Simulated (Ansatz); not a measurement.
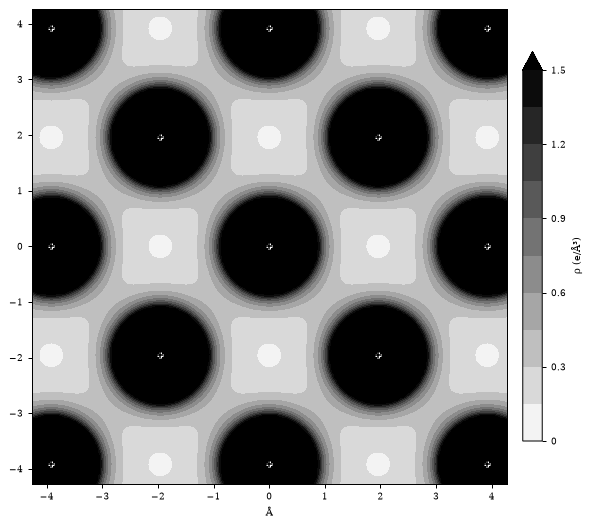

The valence electron density on a plane through atoms (crosses mark nuclei in the plane).

The calculation used DFT, PBEsol, PAW with Ansatz's default frozen-core files, scalar-relativistic; relaxation of cell and atoms (Ansatz).

Candidates:
A. Pt, a = 3.92 Å, b = 3.92 Å, c = 3.92 Å, α = 90.00°, β = 90.00°, γ = 90.00°. Space group Fm-3m.
B. TiO$_{2}$, a = 4.59 Å, b = 4.59 Å, c = 2.94 Å, α = 90.00°, β = 90.00°, γ = 90.00°. Space group P4₂/mnm; computed without spin polarisation.

### Which candidate gave the map?

Candidate A: Pt on the (100) plane of the conventional cell, which holds Pt. Pt–Pt (2.77 Å): ρ at the midpoint is about 0.38 e/Å³.
